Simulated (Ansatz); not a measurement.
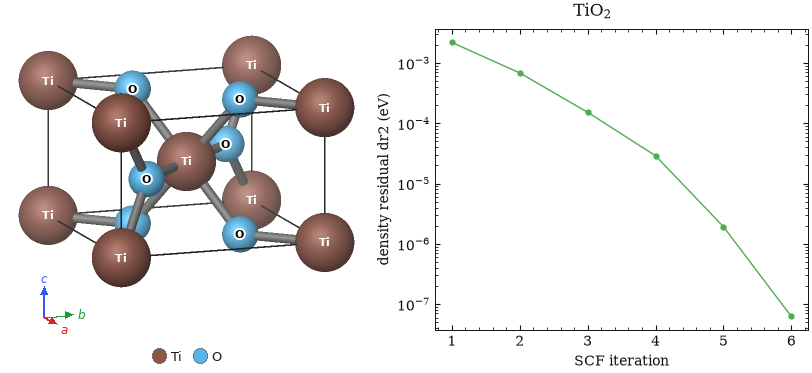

Beside the plot: the structure in its conventional cell.

The plot shows the SCF iterations of a calculation: density residual dr2. The starting density is a sum of atomic densities corrected by a trained network.

TiO2 (6 atoms in the cell), run with Ansatz.

```
crystal:
  lattice:
    - [4.64479425, 0.0, 0.0]
    - [0.0, 4.64479425, 0.0]
    - [0.0, 0.0, 2.9630694318]
  atoms:
    - { symbol: Ti, position: [0.5, 0.5, 0.5] }
    - { symbol: Ti, position: [0.0, 0.0, 0.0] }
    - { symbol: O, position: [0.1948033029, 0.8051966971, 0.5] }
    - { symbol: O, position: [0.8051966971, 0.1948033029, 0.5] }
    - { symbol: O, position: [0.3051966971, 0.3051966971, 0.0] }
    - { symbol: O, position: [0.6948033029, 0.6948033029, 0.0] }
basis:
  ecutwfc: 420
kpoints:
  mp_grid: { grid: [6, 6, 10] }
hamiltonian:
  xc: pbe
scf:
  occupations: { method: fixed }
  max_iter: 100
output:
  forces: true
  eigenvalues: true
  stress: true
```

Command:
```bash
ansatz run input.yaml --threads 2 --pin off --max-ram 5120MiB --backend cpu --events-out ev --progress --plain --runs-dir out
```

How did this run end?

Answer. It converged, after 6 iterations. The residual falls at every step.

What is the residual at the start and at the end?

Answer. It starts near 2 × 10⁻³ and ends near 6 × 10⁻⁸ eV.

Is anything amiss with this input?

Answer. The input holds an odd setting (fixed occupations whatever the gap). The SCF closed; whether the result suffers can't be told from this run alone.
